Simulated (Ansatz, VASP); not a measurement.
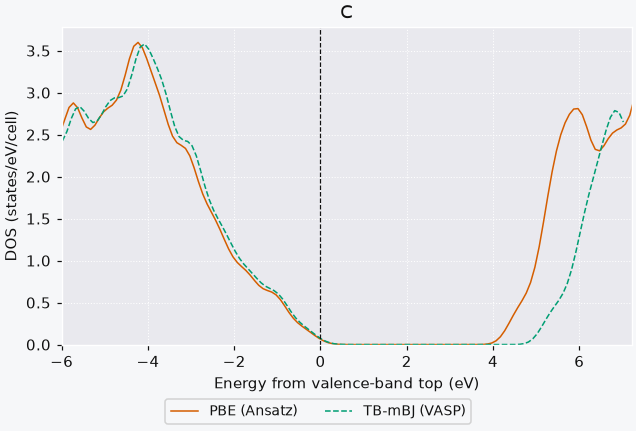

Total densities of states of C, space group P6_3/mmc (No. 194), 8 atoms in the cell (a = 2.522 Å, c = 8.237 Å (hexagonal axes)), by two methods on the same cell. The DOS curves are built from the levels of the k mesh with Gaussians 0.55 eV wide, which also blur the band edges; ripples of that width can come from the mesh. Each is counted from its own valence-band top.

Q: How do the methods compare?

A: PBE (Ansatz) gives a gap of 4.42 eV and TB-mBJ (VASP) gives a gap of 5.21 eV. In the window shown, the tallest filled peak lies at −4.2 eV in PBE (Ansatz) and −4.1 eV in TB-mBJ (VASP).

Settings. PBE (Ansatz): Ansatz PAW, no spin polarisation, no spin-orbit coupling, 12×12×4 k mesh, 420 eV cutoff, Fermi-Dirac smearing of 0.05 eV (Ansatz 0.2.0). TB-mBJ (VASP): VASP PAW PBE potentials, release 64 (C), no spin polarisation, no spin-orbit coupling, 12×12×4 k mesh, 520 eV cutoff, Fermi-Dirac smearing of 0.05 eV (VASP 6.6.1).

Gaps are the smallest over all k points computed. The two runs differ in program as well. This is a hexagonal form of diamond, not graphite. LDA, GGA and most meta-GGA functionals understate gaps. TB-mBJ (VASP): the PAW data sets were made with another functional. TB-mBJ (VASP): this is a model potential built to give gaps, with no total energy.
